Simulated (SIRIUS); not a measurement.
**NaCl: 7 runs along one coordinate**

System: NaCl (Pm-3m, 2 atoms in the cell).
Method: Kohn-Sham DFT of a periodic cell, PBEsol, dojo-sr-pbesol-0.4.1-standard, no spin polarisation (SIRIUS 7.10.0).

The 7 runs differ only in the geometry, by an even scaling of the cell at fixed fractional positions. The structure derives from a Materials Project entry.

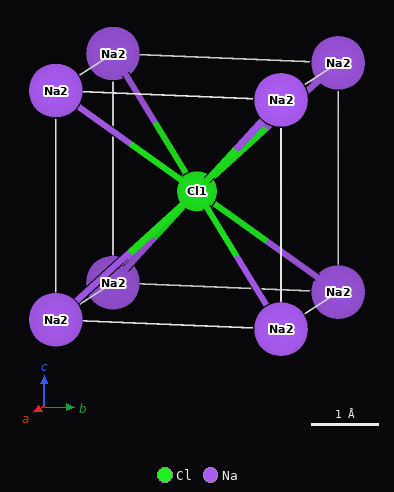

Figure 1. The structure of run 4 (ball-and-stick view of the cell of the calculation, seen slightly off an axis; atoms are numbered from 1 in the order of the input).

**Input of run 4**
```
{
  "control": {
    "processing_unit": "cpu",
    "verbosity": 2,
    "num_bands_to_print": 15,
    "print_forces": true,
    "print_stress": true
  },
  "parameters": {
    "electronic_structure_method": "pseudopotential",
    "xc_functionals": ["XC_GGA_X_PBE_SOL", "XC_GGA_C_PBE_SOL"],
    "gk_cutoff": 9.4,
    "pw_cutoff": 18.8,
    "ngridk": [8, 8, 8],
    "shiftk": [0, 0, 0],
    "smearing": "fermi_dirac",
    "smearing_width": 0.0018374661,
    "num_bands": 15,
    "num_mag_dims": 0,
    "num_dft_iter": 100,
    "energy_tol": 1e-08,
    "density_tol": 1e-06
  },
  "iterative_solver": {
    "type": "davidson",
    "min_tolerance": 1e-09,
    "tolerance_scale": [0.1, 0.25]
  },
  "mixer": {
    "type": "anderson",
    "beta": 0.7,
    "max_history": 8
  },
  "settings": {
    "tol_ne": 1e-10,
    "pseudo_grid_cutoff": 6.5
  },
  "unit_cell": {
    "lattice_vectors": [
      [6.618179936403, 0.0, 0.0],
      [0.0, 6.618179936403, 0.0],
      [0.0, 0.0, 6.618179936403]
    ],
    "atom_coordinate_units": "lattice",
    "atom_types": ["Cl", "Na"],
    "atom_files": {
      "Cl": "Cl.json",
      "Na": "Na.json"
    },
    "atoms": {
      "Cl": [
        [0.5, 0.5, 0.5]
      ],
      "Na": [
        [0.0, 0.0, 0.0]
      ]
    }
  }
}
```

Command:
```bash
upf_to_json Cl.upf
upf_to_json Na.upf
OMP_NUM_THREADS=1 sirius.scf --input=sirius.json --output=out.json --task=0
```

Run 2 has the same physical settings and fractional positions; its lattice vectors (Å) are:
```
   3.454857    0.000000    0.000000
   0.000000    3.454857    0.000000
   0.000000    0.000000    3.454857
```

**Results, with one run withheld**

```csv
run,volume per atom (Å³),"free energy per atom, from the lowest run given (meV)",pressure (GPa),gap on the mesh (eV)
1,20.189,0.00,0.44,4.05
2,20.619,?,?,?
3,21.048,0.89,−0.73,3.91
4,21.478,3.49,−1.21,3.84
5,21.907,7.31,−1.64,3.78
6,22.337,12.22,−2.02,3.72
7,22.766,18.10,−2.36,3.67
```

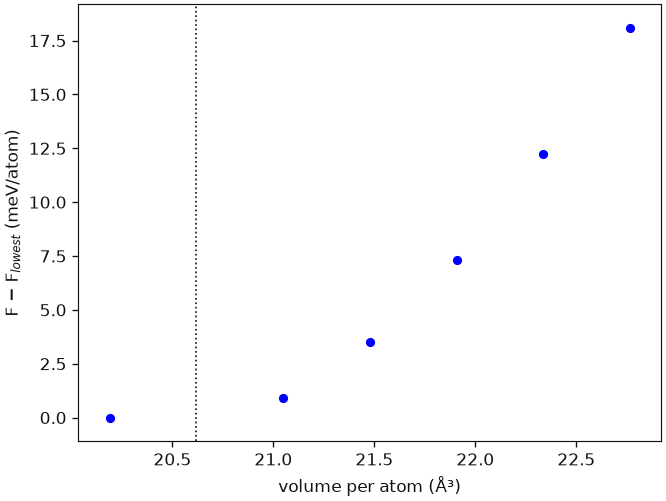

Figure 2. Free energy per atom of the runs given; the dotted line marks run 2.

Fit the runs given and predict run 2.

A cubic polynomial in V^(−2/3) (the Birch–Murnaghan form), fitted to the 6 runs given, misses them by under 0.01 meV per atom. With x = V^(−2/3) − 0.12896 Å⁻², it reads F = 4.4009 − 2079.6 x + 2.2295e+05 x² + 4.8712e+05 x³ (meV per atom). At run 2 it gives −0.33 meV per atom, and the run itself gives −0.33. The slope of the fit gives a pressure −dF/dV of −0.18 GPa there, and the run prints −0.18 GPa. The fit has its minimum at 20.489 Å³ per atom, where V d²F/dV² gives 28.5 GPa: the bulk modulus at this level, since symmetry fixes the shape and the positions. The gap on the mesh goes, without turning, from 4.05 eV in run 1 to 3.67 eV in run 7; run 2 has 3.97 eV. These are gaps of this functional on this mesh, which can miss the band edges; they aren't the measured gap.

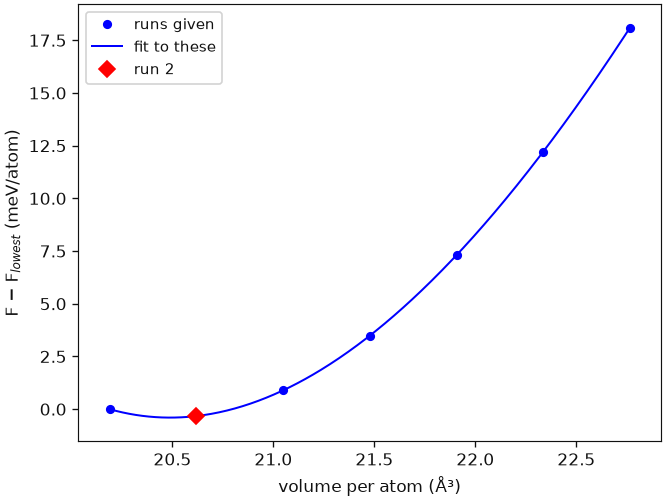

Figure 3. The fit and the withheld run.

**Some lines of the output (run 2)**
```
[...]
[find] Total energy                   :     -62.11348959 (Ha),    -124.22697918 (Ry)
[find] Free energy (E-TS)             :     -62.11348959 (Ha),    -124.22697918 (Ry)
[find] band gap (eV)                  :       3.97253872
[find] Efermi                         :       0.17491536
[find] Total energy                   :     -62.11348960 (Ha),    -124.22697920 (Ry)
[find] Free energy (E-TS)             :     -62.11348960 (Ha),    -124.22697920 (Ry)
[find] band gap (eV)                  :       3.97299628
[find] Efermi                         :       0.17491771
[find] band gap (eV)                  :       3.97311799
[find] Efermi                         :       0.15042350
[find] band gap (eV)                  :       3.97310934
[find] Efermi                         :       0.15042377
[find] band gap (eV)                  :       3.97310944
[find] Efermi                         :       0.17318104
```
